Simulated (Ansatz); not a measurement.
# Cadmium, hcp under PBE: convergence with the Methfessel-Paxton smearing

A convergence test of the Methfessel-Paxton smearing width. The geometry was relaxed under PBE beforehand and stays fixed; 7 values are run, from 0.01 to 1.0 eV. Wanted are the values from which on the energy stays within 10 and 1 meV/atom, and the pressure within 0.5 GPa, of the narrowest run. Within the series other settings stay, but some runs also write fields, which adds to their time. Spin polarisation is left out.

Program: Ansatz 0.2.0. Level of theory: DFT PBE, plane waves with PAW, scalar-relativistic. These are calculated values, not measurements.

## (1) The structure to begin with

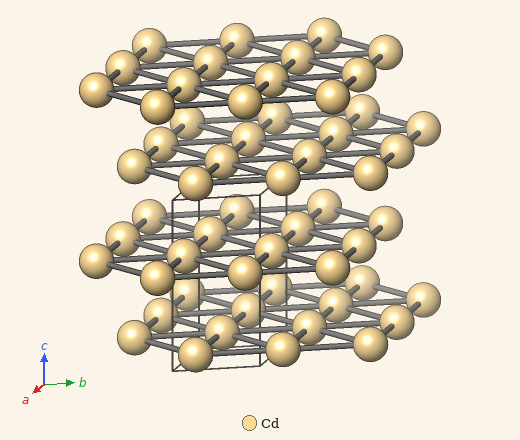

The structure, seen slightly off an axis (cadmium orange). 2×2×2 cells are drawn. Any atoms on the faces are drawn again on the opposite ones, and bonded neighbours outside are added.

Structure file:

```cif
data_structure
_symmetry_space_group_name_H-M 'P 1'
_symmetry_Int_Tables_number 1
_cell_length_a 3.0007
_cell_length_b 3.0007
_cell_length_c 5.9262
_cell_angle_alpha 90.000
_cell_angle_beta 90.000
_cell_angle_gamma 120.000
_cell_volume 46.21
loop_
_atom_site_label
_atom_site_type_symbol
_atom_site_fract_x
_atom_site_fract_y
_atom_site_fract_z
_atom_site_occupancy
Cd1 Cd 0.33333 0.66667 0.25000 1
Cd2 Cd 0.66667 0.33333 0.75000 1
```

## (2) Run at 0.01 eV

The run at 0.01 eV.

input.yaml

```yaml
crystal:
  lattice:
    - [3.000710373, 0.0, 0.0]
    - [-1.5003551865, 2.5986914124, 0.0]
    - [0.0, 0.0, 5.9261569577]
  atoms:
    - { symbol: Cd, position: [0.3333333333, 0.6666666667, 0.25] }
    - { symbol: Cd, position: [0.6666666667, 0.3333333333, 0.75] }
hamiltonian:
  xc: pbe
  pseudopotentials:
    kind: paw
    azcp:
      Cd: "pseudopotentials/Cd.paw.azcp"
basis:
  ecutwfc: 420
  fft_grid_basis: typed
kpoints:
  mp_grid: { grid: [12, 12, 6], shift: [0, 0, 0] }
magnetization:
  spin_polarized: false
scf:
  occupations: { method: methfessel_paxton, width: 0.01 }
  lower_state_search: "off"
output:
  stress: true
```

Command:

```sh
> ansatz run input.yaml --threads 1 --pin off --max-ram 3584MiB --backend cpu --events-out ev --progress --plain --runs-dir out
```

Output, cut to the lines that bear on the results:

```text
[...]
Pseudopotentials: kind: paw
Pseudopotential: Cd, paw, valence charge 20, recommended cutoff 420 eV (normal), <dir>
Functional definition: PBE
[...]
Crystal: 2 atoms, lattice volume = 46.212 Å³
Basis set: ecut = 420 eV, 859 PW (Γ)
Bands: 24, of which v1, the nominal top of the filled ones, is band 20 counted from 1 (19 counted from 0)
Symmetry: 24 space group operations
Space group: P63/mmc (ITA 194), of the structure as read, at distance tolerance 3.6e-5 Å
k-points: 76 of 864
[...]
SCF iter   1: F=—  HF=-16508.915040 eV  |F-HF|=—  |Δ(HF+E_count)|=         —  Δρ=9.03e-4  dr2=4.34e-4  ethr=1.77e-3  ⟨swp⟩=5.4  Hψ=7210  notcnv=0
[...]
SCF iter   5: F=-16508.915569 eV  HF=-16508.915569 eV  |F-HF|=2.98e-8  |Δ(HF+E_count)|=   8.73e-8  S|Δr|=    0.00e0  Δρ=1.04e-5  dr2=3.69e-8  ethr=2.31e-10  ⟨swp⟩=2.0  Hψ=6755  notcnv=0
[...]
SCF converged after 5 iterations
Stability not checked: this state was not tested for a lower state beside it, because cold or Methfessel-Paxton smearing, or corrected tetrahedra, fill the levels in a way that the test cannot read (fill_not_monotonic; see scf.lower_state_search)
Free energy (F): -16508.915569 eV
[...]
E sigma→0 (E₀):  -16508.915554 eV
Entropy (-TS):   -0.000059 eV (-0.029 meV/atom)
Fermi energy:    13.398999 eV
[...]
--- Stress (GPa, compression-positive) ---
       -0.048603       0.000000       0.000000
        0.000000      -0.048603       0.000000
        0.000000       0.000000      -0.160294
  P = ⅓ Tr σ = -0.0858 GPa (-0.858 kbar)
```

Wall time 4.3 s (1 thread of Intel Xeon Platinum 8259CL at 2.50GHz (Skylake/Cascade Lake), shared host); peak memory 0.53 GiB.

## (3) Run at 0.03 eV

The run at 0.03 eV.

input.yaml, as its differences from that of step 2:

```diff
@@ -22,3 +22,3 @@
 scf:
-  occupations: { method: methfessel_paxton, width: 0.01 }
+  occupations: { method: methfessel_paxton, width: 0.03 }
   lower_state_search: "off"
```

Command:

```sh
> ansatz run input.yaml --threads 1 --pin off --max-ram 3584MiB --backend cpu --events-out ev --progress --plain --runs-dir out
```

Output, cut to the lines that bear on the results:

```text
[...]
[... 3 set-up lines as earlier in the session ...]
[...]
Crystal: 2 atoms, lattice volume = 46.212 Å³
Basis set: ecut = 420 eV, 859 PW (Γ)
Bands: 24, of which v1, the nominal top of the filled ones, is band 20 counted from 1 (19 counted from 0)
[... 2 set-up lines as earlier in the session ...]
k-points: 76 of 864
[...]
SCF iter   1: F=—  HF=-16508.915176 eV  |F-HF|=—  |Δ(HF+E_count)|=         —  Δρ=8.86e-4  dr2=4.09e-4  ethr=1.77e-3  ⟨swp⟩=5.7  Hψ=7156  notcnv=0
[...]
SCF iter   6: F=-16508.915713 eV  HF=-16508.915713 eV  |F-HF|=1.52e-9  |Δ(HF+E_count)|=   2.38e-8  S|Δr|=    0.00e0  Δρ=4.03e-6  dr2=6.26e-9  ethr=2.50e-10  ⟨swp⟩=3.7  Hψ=5465  notcnv=0
[...]
SCF converged after 6 iterations
Stability not checked: this state was not tested for a lower state beside it, because cold or Methfessel-Paxton smearing, or corrected tetrahedra, fill the levels in a way that the test cannot read (fill_not_monotonic; see scf.lower_state_search)
Free energy (F): -16508.915713 eV
[...]
E sigma→0 (E₀):  -16508.915644 eV
Entropy (-TS):   -0.000275 eV (-0.138 meV/atom)
Fermi energy:    13.398488 eV
[...]
--- Stress (GPa, compression-positive) ---
       -0.070529      -0.000000       0.000000
       -0.000000      -0.070529       0.000000
        0.000000       0.000000      -0.077466
  P = ⅓ Tr σ = -0.0728 GPa (-0.728 kbar)
```

Run time: 5.2 s. Hardware: 1 thread of Intel Xeon Platinum 8259CL at 2.50GHz (Skylake/Cascade Lake), shared host; peak memory 0.54 GiB.

## (4) Run at 0.1 eV

The run at 0.1 eV.

input.yaml, as its differences from that of step 3:

```diff
@@ -22,3 +22,3 @@
 scf:
-  occupations: { method: methfessel_paxton, width: 0.03 }
+  occupations: { method: methfessel_paxton, width: 0.1 }
   lower_state_search: "off"
@@ -26 +26,5 @@
   stress: true
+  write_density: true
+  write_potential: true
+  elf: true
+  volumetric_format: npy
```

Command:

```sh
> ansatz run input.yaml --threads 1 --pin off --max-ram 3584MiB --backend cpu --events-out ev --progress --plain --runs-dir out
```

Output, cut to the lines that bear on the results:

```text
[...]
[... 3 set-up lines as earlier in the session ...]
[...]
Crystal: 2 atoms, lattice volume = 46.212 Å³
Basis set: ecut = 420 eV, 859 PW (Γ)
Bands: 24, of which v1, the nominal top of the filled ones, is band 20 counted from 1 (19 counted from 0)
[... 2 set-up lines as earlier in the session ...]
k-points: 76 of 864
[...]
SCF iter   1: F=—  HF=-16508.915683 eV  |F-HF|=—  |Δ(HF+E_count)|=         —  Δρ=8.48e-4  dr2=3.53e-4  ethr=1.77e-3  ⟨swp⟩=5.5  Hψ=6980  notcnv=0
[...]
SCF iter   5: F=-16508.916238 eV  HF=-16508.916238 eV  |F-HF|=2.39e-8  |Δ(HF+E_count)|=   8.17e-8  S|Δr|=    0.00e0  Δρ=9.00e-6  dr2=2.97e-8  ethr=1.75e-10  ⟨swp⟩=4.6  Hψ=9970  notcnv=0
[...]
SCF converged after 5 iterations
Stability not checked: this state was not tested for a lower state beside it, because cold or Methfessel-Paxton smearing, or corrected tetrahedra, fill the levels in a way that the test cannot read (fill_not_monotonic; see scf.lower_state_search)
Free energy (F): -16508.916238 eV
[...]
E sigma→0 (E₀):  -16508.916076 eV
Entropy (-TS):   -0.000649 eV (-0.324 meV/atom)
Fermi energy:    13.403166 eV
[...]
--- Stress (GPa, compression-positive) ---
       -0.101103       0.000000       0.000000
        0.000000      -0.101103       0.000000
        0.000000       0.000000       0.031628
  P = ⅓ Tr σ = -0.0569 GPa (-0.569 kbar)
--- Band table (eV; the first three rows and the last of 76) ---
  k-point 0: bands = ["-89.5529", "-89.5524", "-50.6107", "-50.5999", "-50.5764", "-50.5764", "-50.5754", "-50.5754", "3.7731", "3.9469", "4.3336", "4.3336", "4.3676", "4.3676", "4.8632", "4.8632", "5.0327", "5.0327", "5.0796", "9.9431", "10.5956", "22.3412", "26.6098", "27.3396"]
[...]
```

Run time: 6.2 s. Hardware: 1 thread of Intel Xeon Platinum 8259CL at 2.50GHz (Skylake/Cascade Lake), shared host; peak memory 0.53 GiB.

## (5) Run at 0.2 eV

The run at 0.2 eV.

input.yaml, as its differences from that of step 4:

```diff
@@ -22,3 +22,3 @@
 scf:
-  occupations: { method: methfessel_paxton, width: 0.1 }
+  occupations: { method: methfessel_paxton, width: 0.2 }
   lower_state_search: "off"
@@ -26,5 +26 @@
   stress: true
-  write_density: true
-  write_potential: true
-  elf: true
-  volumetric_format: npy
```

Command:

```sh
> ansatz run input.yaml --threads 1 --pin off --max-ram 3584MiB --backend cpu --events-out ev --progress --plain --runs-dir out
```

Output, cut to the lines that bear on the results:

```text
[...]
[... 3 set-up lines as earlier in the session ...]
[...]
Crystal: 2 atoms, lattice volume = 46.212 Å³
Basis set: ecut = 420 eV, 859 PW (Γ)
Bands: 24, of which v1, the nominal top of the filled ones, is band 20 counted from 1 (19 counted from 0)
[... 2 set-up lines as earlier in the session ...]
k-points: 76 of 864
[...]
SCF iter   1: F=—  HF=-16508.916422 eV  |F-HF|=—  |Δ(HF+E_count)|=         —  Δρ=9.11e-4  dr2=4.50e-4  ethr=1.77e-3  ⟨swp⟩=4.8  Hψ=6712  notcnv=0
[...]
SCF iter   5: F=-16508.916944 eV  HF=-16508.916944 eV  |F-HF|=1.97e-8  |Δ(HF+E_count)|=   1.01e-7  S|Δr|=    0.00e0  Δρ=8.37e-6  dr2=2.52e-8  ethr=1.70e-10  ⟨swp⟩=2.0  Hψ=6438  notcnv=0
[...]
SCF converged after 5 iterations
Stability not checked: this state was not tested for a lower state beside it, because cold or Methfessel-Paxton smearing, or corrected tetrahedra, fill the levels in a way that the test cannot read (fill_not_monotonic; see scf.lower_state_search)
Free energy (F): -16508.916944 eV
[...]
E sigma→0 (E₀):  -16508.916673 eV
Entropy (-TS):   -0.001083 eV (-0.541 meV/atom)
Fermi energy:    13.428037 eV
[...]
--- Stress (GPa, compression-positive) ---
       -0.119295      -0.000000       0.000000
        0.000000      -0.119295       0.000000
        0.000000       0.000000       0.051722
  P = ⅓ Tr σ = -0.0623 GPa (-0.623 kbar)
```

Wall time 3.2 s (1 thread of Intel Xeon Platinum 8259CL at 2.50GHz (Skylake/Cascade Lake), shared host); peak memory 0.52 GiB.

## (6) Run at 0.3 eV

The run at 0.3 eV.

input.yaml, as its differences from that of step 5:

```diff
@@ -22,3 +22,3 @@
 scf:
-  occupations: { method: methfessel_paxton, width: 0.2 }
+  occupations: { method: methfessel_paxton, width: 0.3 }
   lower_state_search: "off"
@@ -26 +26,5 @@
   stress: true
+  write_density: true
+  write_potential: true
+  elf: true
+  volumetric_format: npy
```

Command:

```sh
> ansatz run input.yaml --threads 1 --pin off --max-ram 3584MiB --backend cpu --events-out ev --progress --plain --runs-dir out
```

Output, cut to the lines that bear on the results:

```text
[...]
[... 3 set-up lines as earlier in the session ...]
[...]
Crystal: 2 atoms, lattice volume = 46.212 Å³
Basis set: ecut = 420 eV, 859 PW (Γ)
Bands: 24, of which v1, the nominal top of the filled ones, is band 20 counted from 1 (19 counted from 0)
[... 2 set-up lines as earlier in the session ...]
k-points: 76 of 864
[...]
SCF iter   1: F=—  HF=-16508.916197 eV  |F-HF|=—  |Δ(HF+E_count)|=         —  Δρ=9.57e-4  dr2=5.25e-4  ethr=1.77e-3  ⟨swp⟩=4.6  Hψ=6578  notcnv=0
[...]
SCF iter   5: F=-16508.916693 eV  HF=-16508.916693 eV  |F-HF|=6.22e-8  |Δ(HF+E_count)|=   4.76e-7  S|Δr|=    0.00e0  Δρ=1.70e-5  dr2=9.74e-8  ethr=2.50e-10  ⟨swp⟩=8.4  Hψ=11219  notcnv=0
[...]
SCF converged after 5 iterations
Stability not checked: this state was not tested for a lower state beside it, because cold or Methfessel-Paxton smearing, or corrected tetrahedra, fill the levels in a way that the test cannot read (fill_not_monotonic; see scf.lower_state_search)
Free energy (F): -16508.916693 eV
[...]
E sigma→0 (E₀):  -16508.917503 eV
Entropy (-TS):   0.003241 eV (1.620 meV/atom)
Fermi energy:    13.466745 eV
[...]
--- Stress (GPa, compression-positive) ---
       -0.168744       0.000000       0.000000
        0.000000      -0.168744       0.000000
        0.000000       0.000000       0.078260
  P = ⅓ Tr σ = -0.0864 GPa (-0.864 kbar)
--- Band table (eV; the first three rows and the last of 76) ---
  k-point 0: bands = ["-89.5539", "-89.5534", "-50.6103", "-50.5995", "-50.5782", "-50.5782", "-50.5772", "-50.5772", "3.7722", "3.9460", "4.3310", "4.3310", "4.3650", "4.3650", "4.8627", "4.8627", "5.0323", "5.0323", "5.0797", "9.9424", "10.5964", "22.3410", "26.6091", "27.3377"]
[...]
```

It took 4.3 s on 1 thread of Intel Xeon Platinum 8259CL at 2.50GHz (Skylake/Cascade Lake), shared host; peak memory 0.54 GiB.

## (7) Run at 0.6 eV

The run at 0.6 eV.

input.yaml, as its differences from that of step 6:

```diff
@@ -22,3 +22,3 @@
 scf:
-  occupations: { method: methfessel_paxton, width: 0.3 }
+  occupations: { method: methfessel_paxton, width: 0.6 }
   lower_state_search: "off"
@@ -26,5 +26 @@
   stress: true
-  write_density: true
-  write_potential: true
-  elf: true
-  volumetric_format: npy
```

Command:

```sh
> ansatz run input.yaml --threads 1 --pin off --max-ram 3584MiB --backend cpu --events-out ev --progress --plain --runs-dir out
```

Output, cut to the lines that bear on the results:

```text
band count auto-derived: 25 (N_el = 40.0; filled up to band 20; 24 by the electrons, moments and atoms)
[...]
[... 3 set-up lines as earlier in the session ...]
[...]
Crystal: 2 atoms, lattice volume = 46.212 Å³
Basis set: ecut = 420 eV, 859 PW (Γ)
Bands: 25, of which v1, the nominal top of the filled ones, is band 20 counted from 1 (19 counted from 0)
[... 2 set-up lines as earlier in the session ...]
k-points: 76 of 864
[...]
SCF iter   1: F=—  HF=-16508.909515 eV  |F-HF|=—  |Δ(HF+E_count)|=         —  Δρ=9.53e-4  dr2=5.19e-4  ethr=1.77e-3  ⟨swp⟩=4.6  Hψ=6930  notcnv=0
[...]
SCF iter   5: F=-16508.910006 eV  HF=-16508.910006 eV  |F-HF|=5.70e-8  |Δ(HF+E_count)|=   6.36e-7  S|Δr|=    0.00e0  Δρ=1.57e-5  dr2=8.65e-8  ethr=2.50e-10  ⟨swp⟩=4.0  Hψ=6164  notcnv=0
[...]
SCF converged after 5 iterations
Stability not checked: this state was not tested for a lower state beside it, because cold or Methfessel-Paxton smearing, or corrected tetrahedra, fill the levels in a way that the test cannot read (fill_not_monotonic; see scf.lower_state_search)
Free energy (F): -16508.910006 eV
[...]
E sigma→0 (E₀):  -16508.914475 eV
Entropy (-TS):   0.017875 eV (8.938 meV/atom)
Fermi energy:    13.485894 eV
[...]
--- Stress (GPa, compression-positive) ---
        0.030871       0.000000       0.000000
        0.000000       0.030871       0.000000
        0.000000       0.000000      -0.203462
  P = ⅓ Tr σ = -0.0472 GPa (-0.472 kbar)
```

Run time: 4.3 s. Hardware: 1 thread of Intel Xeon Platinum 8259CL at 2.50GHz (Skylake/Cascade Lake), shared host; peak memory 0.53 GiB.

## (8) Run at 1.0 eV

The run at 1.0 eV.

input.yaml, as its differences from that of step 7:

```diff
@@ -22,3 +22,3 @@
 scf:
-  occupations: { method: methfessel_paxton, width: 0.6 }
+  occupations: { method: methfessel_paxton, width: 1.0 }
   lower_state_search: "off"
```

Command:

```sh
> ansatz run input.yaml --threads 1 --pin off --max-ram 3584MiB --backend cpu --events-out ev --progress --plain --runs-dir out
```

Output, cut to the lines that bear on the results:

```text
band count auto-derived: 26 (N_el = 40.0; filled up to band 20; 24 by the electrons, moments and atoms)
[...]
[... 3 set-up lines as earlier in the session ...]
[...]
Crystal: 2 atoms, lattice volume = 46.212 Å³
Basis set: ecut = 420 eV, 859 PW (Γ)
Bands: 26, of which v1, the nominal top of the filled ones, is band 20 counted from 1 (19 counted from 0)
[... 2 set-up lines as earlier in the session ...]
k-points: 76 of 864
[...]
SCF iter   1: F=—  HF=-16508.895783 eV  |F-HF|=—  |Δ(HF+E_count)|=         —  Δρ=9.36e-4  dr2=4.84e-4  ethr=1.77e-3  ⟨swp⟩=5.0  Hψ=7238  notcnv=0
[...]
SCF iter   5: F=-16508.896274 eV  HF=-16508.896274 eV  |F-HF|=1.06e-8  |Δ(HF+E_count)|=   7.21e-7  S|Δr|=    0.00e0  Δρ=9.99e-6  dr2=3.89e-8  ethr=2.50e-10  ⟨swp⟩=4.0  Hψ=6341  notcnv=0
[...]
SCF converged after 5 iterations
Stability not checked: this state was not tested for a lower state beside it, because cold or Methfessel-Paxton smearing, or corrected tetrahedra, fill the levels in a way that the test cannot read (fill_not_monotonic; see scf.lower_state_search)
Free energy (F): -16508.896274 eV
[...]
E sigma→0 (E₀):  -16508.905009 eV
Entropy (-TS):   0.034942 eV (17.471 meV/atom)
Fermi energy:    13.463385 eV
[...]
--- Stress (GPa, compression-positive) ---
        0.384308       0.000000       0.000000
        0.000000       0.384308       0.000000
        0.000000       0.000000      -0.493169
  P = ⅓ Tr σ = 0.0918 GPa (0.918 kbar)
```

It took 4.2 s on 1 thread of Intel Xeon Platinum 8259CL at 2.50GHz (Skylake/Cascade Lake), shared host; peak memory 0.53 GiB.

## (9) All values side by side

Differences are taken from the run at 0.01 eV.

| smearing (eV) | F (meV/atom) | E(σ → 0) (meV/atom) | P (GPa) | SCF cycles | CPU time |
| --- | --- | --- | --- | --- | --- |
| 0.01 | 0.00 | 0.00 | -0.09 | 5 | 4.3 s |
| 0.03 | -0.07 | -0.04 | -0.07 | 6 | 5.2 s |
| 0.1 | -0.33 | -0.26 | -0.06 | 5 | 6.2 s |
| 0.2 | -0.69 | -0.56 | -0.06 | 5 | 3.2 s |
| 0.3 | -0.56 | -0.97 | -0.09 | 5 | 4.3 s |
| 0.6 | 2.78 | 0.54 | -0.05 | 5 | 4.3 s |
| 1.0 | 9.65 | 5.27 | 0.09 | 5 | 4.2 s |

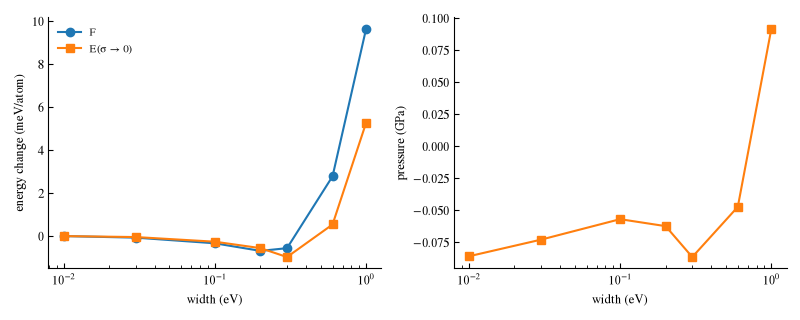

Energy and pressure against the Methfessel-Paxton smearing width.

## (10) Summary of results

| quantity | value |
| --- | --- |
| E(σ → 0) stays within 10 meV/atom of 0.01 eV | up to 1.0 eV |
| E(σ → 0) stays within 1 meV/atom | up to 0.6 eV |
| pressure stays within 0.5 GPa | up to 1.0 eV |
| pressure at 0.01 eV | -0.09 GPa |
| energy of a separate run on a finer mesh (20×20×9) | +5.6 meV/atom from 0.01 eV |

In words: The far end, 1.0 eV, lies +5.3 meV/atom and +0.2 GPa from the yardstick. The free energy F moves by +9.6 meV/atom over the range, and the estimate for σ → 0 by +5.3. This scheme cancels the term in the square of the width, so F moves little up to 0.2 eV. The mesh (12×12×6) is fixed, so the narrowest widths carry a k-point error of their own. The yardstick itself is unsettled by 5.6 meV/atom against the finer mesh, so the thresholds above hold only within this series, and wider smearing, which averages over more states, can land nearer the fine-mesh value than the narrowest does. The cell taken over is 7 % larger than the measured one (21.59 Å³/atom, COD).
